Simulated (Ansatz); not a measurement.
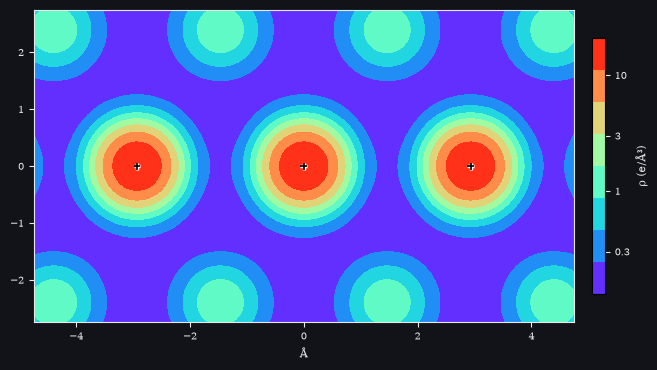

The valence charge density (pseudo) on a plane through atoms (crosses mark nuclei in the plane).

Level of theory: Ansatz 0.2.0, DFT, r2SCAN, plane-wave PAW, default files, scalar-relativistic, frozen cores.

Candidates:
A. Ru, a = 2.71 Å, b = 2.71 Å, c = 4.28 Å, α = 90.00°, β = 90.00°, γ = 120.00°. Space group P6₃/mmc; computed pressure about −2 GPa in this cell; computed without spin polarisation.
B. Ag, a = 2.93 Å, b = 2.93 Å, c = 4.79 Å, α = 90.00°, β = 90.00°, γ = 120.00°. Space group P6₃/mmc; computed pressure about −3 GPa in this cell.

Q: Which candidate gave the map?

A: Candidate B: Ag on the (100) plane of the conventional cell, which holds Ag. Ag–Ag (2.93 Å): the density is about 0.19 e/Å³ at the midpoint.
